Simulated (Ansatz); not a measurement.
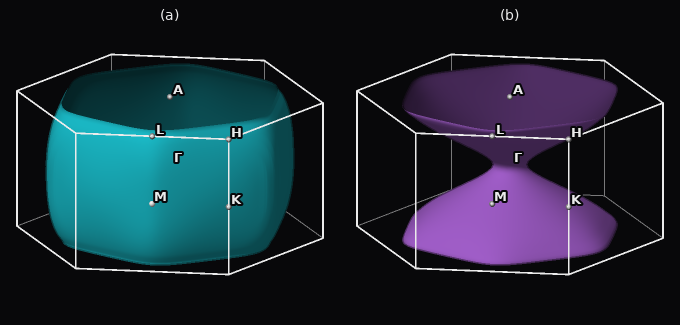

A computed Fermi surface in the first Brillouin zone. Each panel holds one band. The brighter face of a sheet looks towards empty states.

### Which lattice has this zone with these labels?

Hexagonal.

### What do the sheets look like?

Panel (a): one open electron tube parallel to Γ–A.
Panel (b): one open electron tube parallel to Γ–A.

The surface was computed for Ag in space group P6_3/mmc; other compounds with the same structure and electron count can look alike.

Level of theory: DFT PBE, scalar-relativistic, plane waves, PAW; levels and slopes on a dense k mesh at the converged density (Ansatz 0.2.0). No spin polarisation. The levels come from a k mesh of 30×30×16 points. Unrelaxed database geometry.

Spin-orbit coupling is left out; with Ag it can split, shift or remove sheets. Necks and pockets thinner than about two mesh steps aren't resolved, so separate pockets may in truth be joined.
